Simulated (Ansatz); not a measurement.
## Two runs on La2O3

System: La2O3 (P-3m1, 5 atoms in the cell).
Method of run A: Kohn-Sham DFT of a periodic cell, PBE, all-electron LAPW, scalar-relativistic, no spin polarisation (Ansatz 0.2.0).

The structure derives from a Materials Project entry. Text and figures count atoms from 1; the logs count them from 0 in places.

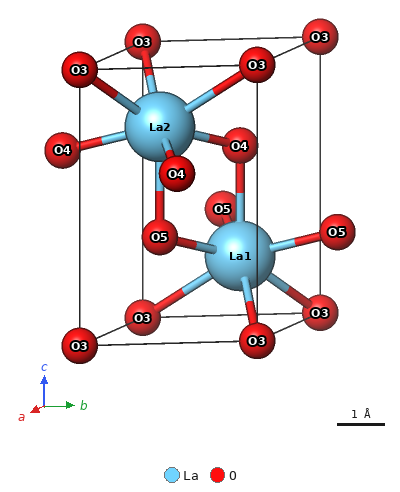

**Figure 1.** The structure (ball-and-stick view of the cell of the calculation, seen slightly off an axis; bonded neighbours outside the cell are drawn too; atoms are numbered from 1 in the order of the input). Near neighbours in the crystal (not all of them lie inside the picture): La has 7 O at 2.32 to 2.67 Å; O has 6 La at 2.67 Å; O has 4 La at 2.32 to 2.39 Å.

**The input, run A**
```yaml
crystal:
  lattice:
    - [3.8505354057, 0.0, 0.0]
    - [-1.9252677029, 3.3346614796, 0.0]
    - [0.0, 0.0, 5.9871847653]
  atoms:
    - { symbol: La, position: [0.3333333333, 0.6666666667, 0.24623568] }
    - { symbol: La, position: [0.6666666667, 0.3333333333, 0.75376432] }
    - { symbol: O, position: [0.0, 0.0, 0.0] }
    - { symbol: O, position: [0.3333333333, 0.6666666667, 0.64589065] }
    - { symbol: O, position: [0.6666666667, 0.3333333333, 0.35410935] }
kpoints:
  mp_grid: { grid: [8, 8, 5] }
scf:
  occupations: { method: fermi_dirac, width: 0.05 }
hamiltonian:
  xc: pbe
  pseudopotentials: { kind: all_electron, lapw: { basis_error: 0.001 } }
output:
  forces: true
  stress: true
  eigenvalues: true
```

Command:
```bash
ansatz run input.yaml --threads 4 --pin off --max-ram 14336MiB --backend cpu --events-out ev --progress --plain --runs-dir out
```

Hardware: 4 threads of AMD EPYC 7571, 128 GiB of memory available, shared host.

**Output, shortened to warnings, some set-up lines, iterations and results (run A)**
```
Basis set: ecut = 297.1831697480685 eV, 905 PW (Γ), exchange–correlation at level 2
Symmetry: 12 space group operations
k-points: 40 of 320
Initial density: superposition of atomic densities (chi_scale 0.1, normalization cell, long waves kept (reshape's long-wave potential 0.03 eV rms))
[...]
SCF iter   1: F=—  HF=-468376.566734 eV  |F-HF|=—  |Δ(HF+E_count)|=         —  Δρ=9.59e-2  dr2=9.83e0  ethr=1.29e-2  ⟨swp⟩=2.0  Hψ=12562  notcnv=0
SCF iter   2: F=—  HF=-468372.056848 eV  |F-HF|=—  |Δ(HF+E_count)|=    4.51e0  Δρ=2.53e-2  dr2=5.14e-1  ethr=6.75e-4  ⟨swp⟩=2.1  Hψ=10693  notcnv=0  defer=1
SCF iter   3: F=—  HF=-468371.026086 eV  |F-HF|=—  |Δ(HF+E_count)|=    1.03e0  Δρ=2.86e-2  dr2=9.97e-1  ethr=6.75e-4  ⟨swp⟩=3.2  Hψ=7026  notcnv=0
SCF iter   4: F=—  HF=-468370.994263 eV  |F-HF|=—  |Δ(HF+E_count)|=         —  Δρ=1.04e-2  dr2=1.35e-1  ethr=6.75e-4  ⟨swp⟩=3.1  Hψ=6751  notcnv=0
SCF iter   5: F=—  HF=-468370.935751 eV  |F-HF|=—  |Δ(HF+E_count)|=   5.85e-2  Δρ=7.24e-3  dr2=5.64e-2  ethr=1.78e-4  ⟨swp⟩=3.0  Hψ=6649  notcnv=0
SCF iter   6: F=—  HF=-468370.909196 eV  |F-HF|=—  |Δ(HF+E_count)|=   2.66e-2  Δρ=3.24e-3  dr2=1.05e-2  ethr=7.43e-5  ⟨swp⟩=3.0  Hψ=6457  notcnv=0
SCF iter   7: F=—  HF=-468370.911084 eV  |F-HF|=—  |Δ(HF+E_count)|=   1.89e-3  Δρ=1.68e-3  dr2=3.39e-3  ethr=1.38e-5  ⟨swp⟩=3.0  Hψ=6554  notcnv=0
SCF iter   8: F=—  HF=-468370.910741 eV  |F-HF|=—  |Δ(HF+E_count)|=   3.43e-4  Δρ=5.80e-4  dr2=4.10e-4  ethr=4.46e-6  ⟨swp⟩=3.0  Hψ=6041  notcnv=0
SCF iter   9: F=—  HF=-468370.910743 eV  |F-HF|=—  |Δ(HF+E_count)|=   1.85e-6  Δρ=1.07e-4  dr2=1.54e-5  ethr=5.39e-7  ⟨swp⟩=3.0  Hψ=6238  notcnv=0
SCF iter  10: F=—  HF=-468370.910777 eV  |F-HF|=—  |Δ(HF+E_count)|=   3.39e-5  Δρ=2.72e-5  dr2=1.40e-6  ethr=2.03e-8  ⟨swp⟩=3.0  Hψ=6226  notcnv=0
SCF iter  11: F=—  HF=-468370.910777 eV  |F-HF|=—  |Δ(HF+E_count)|=   1.84e-7  Δρ=1.14e-5  dr2=1.31e-7  ethr=1.84e-9  ⟨swp⟩=3.0  Hψ=6147  notcnv=0
SCF iter  12: F=-468370.910777 eV  HF=-468370.910777 eV  |F-HF|=6.98e-10  |Δ(HF+E_count)|=   4.61e-8  Δρ=3.43e-6  dr2=8.71e-9  ethr=1.72e-10  ⟨swp⟩=3.0  Hψ=6204  notcnv=0
SCF 1 converged in 12 iterations: F = -468370.910777 eV  dr2 = 8.71e-9
SCF converged after 12 iterations
Free energy (F): -468370.910777 eV
Harris-Foulkes:  -468370.910777 eV  (|F-HF|=6.98e-10)
Internal energy: -468370.910777 eV  (E = F + TS)
E sigma→0 (E₀):  -468370.910777 eV
Fermi energy:    15.503703 eV
--- Per-component energies (eV) ---
  E_band       = -4530.140310
  E_kinetic    = 499817.217077
  E_xc         = -11807.106382
  E_electrostatic = -956381.021472  (all electrons and nuclei)
  E_smearing   = -0.000000  (= −TS)
  E_closure    = 0.000000  (closes the sum)
  E_atoms      = -468329.423351  (free atoms, spherical and without spin; not in F)
  Σ components = -468370.910777   (vs F -468370.910777, Δ=0.00e0)
  Basis errors (estimates in eV, not in F): energy 5.0e-4 per atom: plane waves 4.6e-4 (2.6e-4 summed), levels above the bands 2.9e-33, relativity 2.2e-7, radial functions 4.3e-5, core shells 1.7e-6; eigenvalues (radial functions only) 3.7e-6; not estimated: angular momenta, meshes, grids; target …
--- Forces (eV/Å), atoms counted from 1 ---
  atom   1  La    -0.00000000    -0.00000000    -0.52131588
  atom   2  La     0.00000000     0.00000000     0.52131588
  atom   3  O      0.00000000    -0.00000000     0.00000000
  atom   4  O     -0.00000000    -0.00000000    -0.06627124
  atom   5  O      0.00000000     0.00000000     0.06627124
  max |Σ_I F_I| component: 1.85e-17 eV/Å
--- Stress (GPa, compression-positive) ---
       12.271490       0.000000       0.000000
        0.000000      12.271490       0.000000
        0.000000       0.000000      10.256306
  P = ⅓ Tr σ = 11.5998 GPa (115.998 kbar)
```

For run B the input was changed thus:
```diff
-    - [3.8505354057, 0.0, 0.0]
-    - [-1.9252677029, 3.3346614796, 0.0]
-    - [0.0, 0.0, 5.9871847653]
+    - [4.0078715265, 0.0, 0.0]
+    - [-2.0039357633, 3.4709185571, 0.0]
+    - [0.0, 0.0, 6.231826179]
```

What does this change do to the results?

With the same functional and potentials, run B lies 28.7 meV per atom lower. The gap on the mesh goes from 3.92 to 3.79 eV. The pressure goes from 11.60 to −5.15 GPa. The largest force goes from 0.521 to 0.388 eV/Å. The volume per atom goes from 15.38 to 17.34 Å³. The SCF takes 13 iterations against 12. The plane waves at Γ go from 905 to 881.

**Output, shortened to warnings, some set-up lines, iterations and results (run B)**
```
Basis set: ecut = 269.02560263471764 eV, 881 PW (Γ), exchange–correlation at level 2
Symmetry: 12 space group operations
k-points: 40 of 320
Initial density: superposition of atomic densities (chi_scale 0.1, normalization cell, long waves kept (reshape's long-wave potential 0.04 eV rms))
[...]
SCF iter   1: F=—  HF=-468376.874773 eV  |F-HF|=—  |Δ(HF+E_count)|=         —  Δρ=8.72e-2  dr2=1.01e1  ethr=1.33e-2  ⟨swp⟩=2.0  Hψ=12503  notcnv=0
SCF iter   2: F=—  HF=-468372.661885 eV  |F-HF|=—  |Δ(HF+E_count)|=    4.21e0  Δρ=2.70e-2  dr2=7.05e-1  ethr=9.26e-4  ⟨swp⟩=2.0  Hψ=10552  notcnv=0
SCF iter   3: F=—  HF=-468371.216582 eV  |F-HF|=—  |Δ(HF+E_count)|=    1.45e0  Δρ=2.84e-2  dr2=1.20e0  ethr=9.26e-4  ⟨swp⟩=3.5  Hψ=7022  notcnv=0
SCF iter   4: F=—  HF=-468371.165806 eV  |F-HF|=—  |Δ(HF+E_count)|=         —  Δρ=1.10e-2  dr2=1.86e-1  ethr=9.26e-4  ⟨swp⟩=3.2  Hψ=6685  notcnv=0
SCF iter   5: F=—  HF=-468371.105623 eV  |F-HF|=—  |Δ(HF+E_count)|=   6.02e-2  Δρ=8.77e-3  dr2=1.02e-1  ethr=2.45e-4  ⟨swp⟩=3.0  Hψ=6592  notcnv=0
SCF iter   6: F=—  HF=-468371.054375 eV  |F-HF|=—  |Δ(HF+E_count)|=   5.12e-2  Δρ=3.72e-3  dr2=1.67e-2  ethr=1.34e-4  ⟨swp⟩=3.0  Hψ=6427  notcnv=0
SCF iter   7: F=—  HF=-468371.055930 eV  |F-HF|=—  |Δ(HF+E_count)|=   1.56e-3  Δρ=2.30e-3  dr2=7.84e-3  ethr=2.20e-5  ⟨swp⟩=3.0  Hψ=6614  notcnv=0
SCF iter   8: F=—  HF=-468371.054410 eV  |F-HF|=—  |Δ(HF+E_count)|=   1.52e-3  Δρ=8.76e-4  dr2=1.14e-3  ethr=1.03e-5  ⟨swp⟩=3.0  Hψ=6004  notcnv=0
SCF iter   9: F=—  HF=-468371.054242 eV  |F-HF|=—  |Δ(HF+E_count)|=   1.68e-4  Δρ=9.50e-5  dr2=1.60e-5  ethr=1.50e-6  ⟨swp⟩=3.0  Hψ=6195  notcnv=0
SCF iter  10: F=—  HF=-468371.054297 eV  |F-HF|=—  |Δ(HF+E_count)|=   5.52e-5  Δρ=2.25e-5  dr2=1.38e-6  ethr=2.11e-8  ⟨swp⟩=3.1  Hψ=6386  notcnv=0
SCF iter  11: F=—  HF=-468371.054298 eV  |F-HF|=—  |Δ(HF+E_count)|=   4.47e-7  Δρ=2.00e-5  dr2=4.84e-7  ethr=1.82e-9  ⟨swp⟩=3.0  Hψ=6380  notcnv=0
SCF iter  12: F=—  HF=-468371.054297 eV  |F-HF|=—  |Δ(HF+E_count)|=   3.44e-7  Δρ=6.13e-6  dr2=3.64e-8  ethr=6.37e-10  ⟨swp⟩=3.0  Hψ=6202  notcnv=0
SCF iter  13: F=-468371.054297 eV  HF=-468371.054297 eV  |F-HF|=5.70e-9  |Δ(HF+E_count)|=   1.09e-8  Δρ=2.17e-6  dr2=5.44e-9  ethr=4.79e-11  ⟨swp⟩=3.0  Hψ=6222  notcnv=0
SCF 1 converged in 13 iterations: F = -468371.054297 eV  dr2 = 5.44e-9
SCF converged after 13 iterations
Free energy (F): -468371.054297 eV
Harris-Foulkes:  -468371.054297 eV  (|F-HF|=5.70e-9)
Internal energy: -468371.054297 eV  (E = F + TS)
E sigma→0 (E₀):  -468371.054297 eV
Fermi energy:    13.448616 eV
--- Per-component energies (eV) ---
  E_band       = -4708.171199
  E_kinetic    = 499792.806651
  E_xc         = -11801.410795
  E_electrostatic = -956362.450153  (all electrons and nuclei)
  E_smearing   = -0.000000  (= −TS)
  E_closure    = 0.000000  (closes the sum)
  E_atoms      = -468329.423351  (free atoms, spherical and without spin; not in F)
  Σ components = -468371.054297   (vs F -468371.054297, Δ=0.00e0)
  Basis errors (estimates in eV, not in F): energy 5.0e-4 per atom: plane waves 4.4e-4 (2.5e-4 summed), levels above the bands 3.4e-28, relativity 1.2e-7, radial functions 5.1e-5, core shells 5.2e-7; eigenvalues (radial functions only) 2.9e-6; not estimated: angular momenta, meshes, grids; target …
--- Forces (eV/Å), atoms counted from 1 ---
  atom   1  La    -0.00000000     0.00000000     0.38779396
  atom   2  La     0.00000000     0.00000000    -0.38779396
  atom   3  O      0.00000000     0.00000000     0.00000000
  atom   4  O      0.00000000     0.00000000     0.06874469
  atom   5  O      0.00000000    -0.00000000    -0.06874469
  max |Σ_I F_I| component: 3.70e-17 eV/Å
--- Stress (GPa, compression-positive) ---
       -5.795274      -0.000000       0.000000
       -0.000000      -5.795274      -0.000000
        0.000000      -0.000000      -3.869054
  P = ⅓ Tr σ = -5.1532 GPa (-51.532 kbar)
```

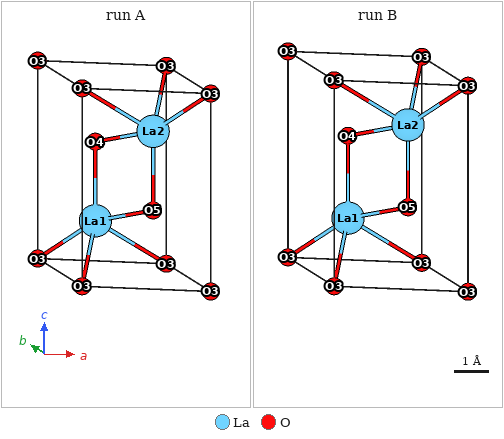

**Figure 2.** The two input geometries at one scale (ball-and-stick view of the cell of the calculation, seen slightly off an axis). No atom moves by more than 0.005 Å relative to the cell. Cell: a = b 3.851 → 4.008 Å (+4.1 %), c 5.987 → 6.232 Å (+4.1 %). Volume +12.8 %. Among the contacts that change: La1–O3 2.668 → 2.777 Å, La1–O4 2.393 → 2.491 Å, La1–O5 2.315 → 2.410 Å.

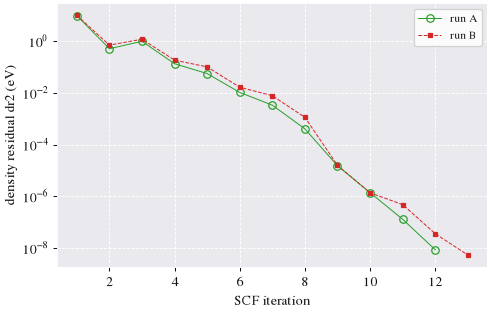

**Figure 3.** Convergence of the two runs: density residual dr2 against the SCF iteration. Run A takes 12 iterations in all, and run B takes 13.

**The two runs side by side**

| quantity | run A | run B |
| --- | --- | --- |
| outcome | converged | converged |
| free energy per atom (eV) | −93674.1822 | −93674.2109 |
| gap on the mesh (eV) | 3.92 | 3.79 |
| pressure (GPa) | 11.60 | −5.15 |
| volume per atom (Å³) | 15.38 | 17.34 |
| largest force (eV/Å) | 0.521 | 0.388 |
| SCF iterations | 12 | 13 |
| irreducible k-points | 40 | 40 |
| plane waves at Γ | 905 | 881 |
| wall time (shared host) | 31 s | 34 s |

For run A: The cell is under a pressure of 11.6 GPa at this level, so it is not at its equilibrium volume. For run B: The cell is under a tension of 5.2 GPa at this level, so it is not at its equilibrium volume.
